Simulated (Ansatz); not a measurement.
```cif
data_structure
_symmetry_space_group_name_H-M 'P 1'
_symmetry_Int_Tables_number 1
_cell_length_a 4.2897
_cell_length_b 4.2897
_cell_length_c 4.2897
_cell_angle_alpha 90.000
_cell_angle_beta 90.000
_cell_angle_gamma 90.000
_cell_volume 78.94
loop_
_atom_site_label
_atom_site_type_symbol
_atom_site_fract_x
_atom_site_fract_y
_atom_site_fract_z
_atom_site_occupancy
Li1 Li 0.50000 0.50000 0.00000 1
Li2 Li 0.00000 0.50000 0.50000 1
Li3 Li 0.00000 0.00000 0.00000 1
Li4 Li 0.50000 0.00000 0.50000 1
H1 H 0.25000 0.75000 0.25000 1
H2 H 0.75000 0.75000 0.75000 1
H3 H 0.75000 0.25000 0.25000 1
H4 H 0.25000 0.25000 0.75000 1
```

Space group F-43m; a generated structure, not necessarily the stable one.

Computed with DFT, PBE, PAW with Ansatz's default frozen-core files, scalar-relativistic (Ansatz 0.2.0).

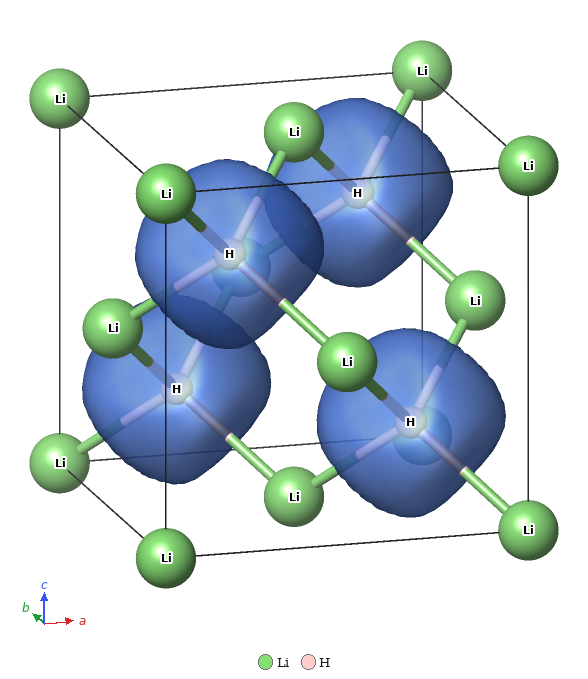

LiH. Isosurface of the electron localisation function at 0.75 (blue), seen slightly off an axis. Only the valence region is drawn (cores and ρ < 0.01 e/Å³ removed). Sticks mark near contacts.

> Describe the localisation domains.

The ELF exceeds this value in four regions around hydrogen nuclei, counted in one cell of 8 atoms. Any copies at cell faces, edges or corners count once. Profiles from the grid: Li–H (1.86 Å): the ELF climbs to about 1 towards the hydrogen; a hydride-like H with a filled shell, bound largely ionically.
